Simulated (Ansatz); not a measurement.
System: TiC (interface cell).

Input file:

```
crystal:
  lattice:
    - [3.0637674448, 0.0, 0.0]
    - [0.0, 4.3328214725, 0.0]
    - [0.0, 0.0, 19.0873334203]
  atoms:
    - { symbol: Ti, position: [0.0, 0.0, 0.0166766067] }
    - { symbol: Ti, position: [0.5, 0.5, 0.0924616439] }
    - { symbol: C, position: [0.0, 0.5, -0.0178027013] }
    - { symbol: C, position: [0.5, 0.0, 0.085495568] }
    - { symbol: Ti, position: [1.0, 0.0, 0.1704404699] }
    - { symbol: Ti, position: [0.5, 0.5, 0.2462261967] }
    - { symbol: C, position: [1.0, 0.5, 0.1664981751] }
    - { symbol: C, position: [0.5, 0.0, 0.2501684916] }
    - { symbol: Ti, position: [1.0, 0.0, 0.3242050228] }
    - { symbol: Ti, position: [0.5, 0.5, 0.3999900599] }
    - { symbol: C, position: [1.0, 0.5, 0.3311710987] }
    - { symbol: C, position: [0.5, 0.0, 0.434469368] }
    - { symbol: C, position: [1.0, 0.0, 0.4821972987] }
    - { symbol: C, position: [0.5, 0.5, 0.585495568] }
    - { symbol: Ti, position: [1.0, 0.5, 0.5166766067] }
    - { symbol: Ti, position: [0.5, 0.0, 0.5924616439] }
    - { symbol: C, position: [1.0, 0.0, 0.6664981751] }
    - { symbol: C, position: [0.5, 0.5, 0.7501684916] }
    - { symbol: Ti, position: [1.0, 0.5, 0.6704404699] }
    - { symbol: Ti, position: [0.5, 0.0, 0.7462261967] }
    - { symbol: C, position: [1.0, 0.0, 0.8311710987] }
    - { symbol: C, position: [0.5, 0.5, 0.934469368] }
    - { symbol: Ti, position: [1.0, 0.5, 0.8242050228] }
    - { symbol: Ti, position: [0.5, 0.0, 0.8999900599] }
basis:
  ecutwfc: 420
kpoints:
  mp_grid: { grid: [21, 12, 4] }
hamiltonian:
  xc: pbe
scf:
  occupations: { method: gaussian, width: 0.1 }
output:
  forces: true
  stress: true
  eigenvalues: true
  write_density: true
  write_potential: true
  elf: true
  volumetric_format: npy
```

Command:

```sh
ansatz run input.yaml --threads 2 --pin off --max-ram 5120MiB --backend cpu --events-out ev --progress --plain --runs-dir out
```

Computed pressure about −2 GPa in this cell; computed without spin polarisation.

Theory: DFT PBE, scalar-relativistic, plane waves, PAW (Ansatz).

Q: Predict the valence pseudo-density and electron localisation function between the atoms.

A: Ti–C (2.02 Å): the density is about 0.71 e/Å³ at the midpoint; the ELF peaks at about 0.75 in the valence shell of C, 0.7 Å from its nucleus, and is about 0.30 at the midpoint.
Ti–Ti (2.70 Å): ρ is about 0.22 e/Å³ halfway; the ELF is about 0.20 at the midpoint (no localised pair shows between them).
Ti–C (2.08 Å): the density is about 0.6 e/Å³ at the midpoint; the ELF peaks at about 0.80 in the valence shell of C, 0.7 Å from its nucleus, and is about 0.30 at the midpoint.
Ti–C (2.16 Å): ρ at the midpoint is about 0.51 e/Å³; the ELF peaks at about 0.80 in the valence shell of C, 0.7 Å from its nucleus, and is about 0.25 at the midpoint.

Q: Does the calculation make it a metal, or give it a gap?

A: It is metallic or semimetallic at this level of theory: no gap opens.

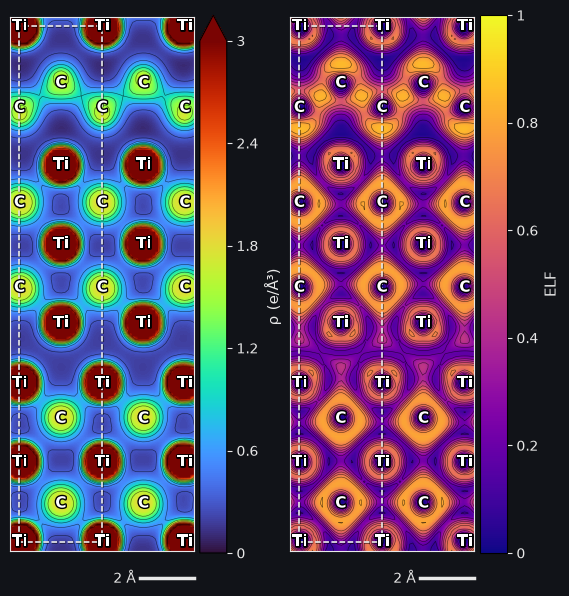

Computed valence pseudo-density and electron localisation function on the (010) plane of the calculation cell, in this order. 

In a PAW calculation such maps are meaningful between the atoms, not at the nuclei.
